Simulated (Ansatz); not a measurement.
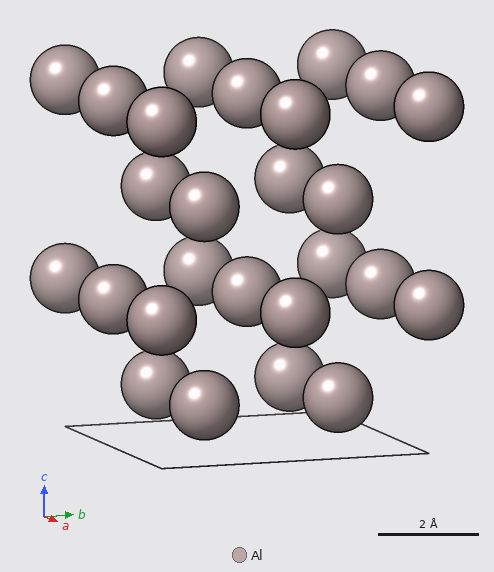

This is the input geometry for a constrained relaxation of a slab of composition Al (cut from the Fm-3m phase). Style: spheres-only. Shown: the cell of the calculation, outlined in the plane, without the vacuum, slightly off an axis.

Case: clean slab, lower planes held. The slab is the (1 0 0) face of Al. 8 atoms are held fixed.

Computed with DFT PBE, scalar-relativistic, plane waves, PAW in Ansatz.

Input
```yaml
crystal:
  lattice:
    - [5.714302768, 0.0, 0.0]
    - [0.0, 5.714302768, 0.0]
    - [0.0, 0.0, 22.0609333555]
  atoms:
    - { symbol: Al, position: [0.25, 0.25, 0.3626319826] }
    - { symbol: Al, position: [0.25, 0.75, 0.3626319826] }
    - { symbol: Al, position: [0.75, 0.25, 0.3626319826] }
    - { symbol: Al, position: [0.75, 0.75, 0.3626319826] }
    - { symbol: Al, position: [0.5, 0.5, 0.4542106609] }
    - { symbol: Al, position: [0.5, 0.0, 0.4542106609] }
    - { symbol: Al, position: [0.0, 0.5, 0.4542106609] }
    - { symbol: Al, position: [0.0, 0.0, 0.4542106609] }
    - { symbol: Al, position: [0.75, 0.75, 0.5457893391] }
    - { symbol: Al, position: [0.75, 0.25, 0.5457893391] }
    - { symbol: Al, position: [0.25, 0.75, 0.5457893391] }
    - { symbol: Al, position: [0.25, 0.25, 0.5457893391] }
    - { symbol: Al, position: [0.0, 0.0, 0.6373680174] }
    - { symbol: Al, position: [0.0, 0.5, 0.6373680174] }
    - { symbol: Al, position: [0.5, 0.0, 0.6373680174] }
    - { symbol: Al, position: [0.5, 0.5, 0.6373680174] }
basis:
  ecutwfc: 420
kpoints:
  mp_grid: { grid: [3, 3, 1] }
hamiltonian:
  xc: pbe
scf:
  occupations: { method: gaussian, width: 0.1 }
output:
  forces: true
  eigenvalues: true
  write_density: true
  write_potential: true
  elf: true
  volumetric_format: npy
relax:
  adjacent_minimum: "off"
  f_tol: 0.03
  max_steps: 70
  constraints: [{ sites: [0, 1, 2, 3, 4, 5, 6, 7] }]
efield:
  axis: 3
  dipole_correction: true
  ramp_width: 0.04
```

Launched with:
```bash
ansatz run input.yaml --threads 2 --pin off --max-ram 5120MiB --backend cpu --events-out ev --progress --plain --runs-dir out
```

> Predict the outcome.

After 2 geometry steps the energy has fallen by 21.1 meV per cell of the calculation. Largest force component: 0.25 eV/Å at the start, 0.008 eV/Å at the end. The largest moves, 0.043 Å, are those of Al9, Al10, Al11 and Al12. Al9 goes along the normal (+c). The cell doesn't change. Near-neighbour distances that change, for instance: Al5–Al10 2.857 → 2.888 Å, Al10–Al13 2.857 → 2.827 Å. Cost: 14 s on 2 threads of Arm Neoverse V1, with other jobs on the host, peak memory 0.7 GiB.

Step by step:

| step | E − E(0), meV/atom | largest force component, eV/Å |
| --- | --- | --- |
| 0 | 0.00 | 0.2480 |
| 1 | -1.00 | 0.1129 |
| 2 | -1.32 | 0.0080 |
